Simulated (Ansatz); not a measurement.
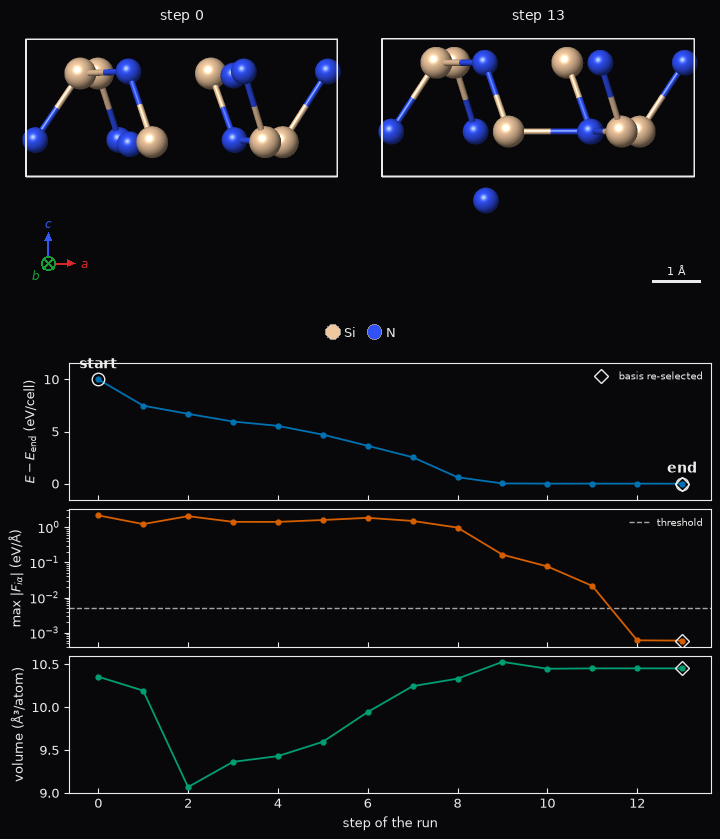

First and last geometry of a relaxation of a crystal of Si$_{3}$N$_{4}$ (built on the measured structure type), with the history of the run. The picture is a ball-and-stick view of the cell of the calculation, seen along the b axis.

Computed with Ansatz, DFT, PBE-D3(BJ), plane waves, PAW. Settings: plane-wave cutoff 420 eV; k-point mesh 6 × 6 × 8; occupations fermi dirac; smearing width 0.02 eV; no spin polarisation; cell and atoms relaxed; force threshold 0.005 eV/Å.

### What do the curves and the structures tell?

It converged. After 12 accepted moves (13 points after the start) the energy has fallen by 10.005 eV per cell of the calculation. Largest force component: 2.2 eV/Å at the start, 0.0006 eV/Å at the end. The pressure goes from −6.36 to 0.04 GPa. The SCF was repeated once at an unchanged geometry on a basis and grid sized afresh for the cell, which shifted the energy by 4.1 meV per cell of the calculation at most. The largest moves relative to the cell, 1.19 Å, are those of N atoms. Largest moves by element: N 1.19 Å, Si 0.22 Å. The volume changes by +0.9 %, with a = b 7.595 → 7.619 Å (+0.3 %), c 2.902 → 2.911 Å (+0.3 %). Some distances before and after: N–Si 2.287 → 3.388 Å, N–Si 2.229 → 1.732 Å, N–Si 1.699 → 1.739 Å, N–Si 1.772 → 1.739 Å. New bonds form: N–Si (2.23 → 1.73 Å). Bond angles that change, for instance: Si–N–Si 125.4° → 123.1°, Si–N–Si 120.9° → 123.1°. The space group (tolerance 0.01 Å) goes from P6_3 (No. 173) to P6_3/m (No. 176).

| step | E − E(0), meV/atom | largest force component, eV/Å | pressure, GPa | volume, Å³/atom | note |
| --- | --- | --- | --- | --- | --- |
| 0 | 0.00 | 2.1761 | -6.36 | 10.356 |  |
| 1 | -180.13 | 1.2313 | -7.72 | 10.194 |  |
| 2 | -236.45 | 2.0685 | 11.12 | 9.069 |  |
| 3 | -288.72 | 1.4260 | 2.21 | 9.363 |  |
| 4 | -318.65 | 1.4208 | 0.99 | 9.430 |  |
| 5 | -378.63 | 1.6084 | 2.84 | 9.597 |  |
| 6 | -455.19 | 1.8546 | 1.01 | 9.943 |  |
| 7 | -533.31 | 1.5130 | -1.46 | 10.246 |  |
| 8 | -670.38 | 0.9801 | 0.23 | 10.333 |  |
| 9 | -713.05 | 0.1663 | -1.72 | 10.529 |  |
| 10 | -714.19 | 0.0772 | 0.10 | 10.449 |  |
| 11 | -714.31 | 0.0216 | 0.01 | 10.453 |  |
| 12 | -714.32 | 0.0006 | 0.00 | 10.453 |  |
| 13 | -714.61 | 0.0006 | 0.04 | 10.453 | same geometry, new basis |
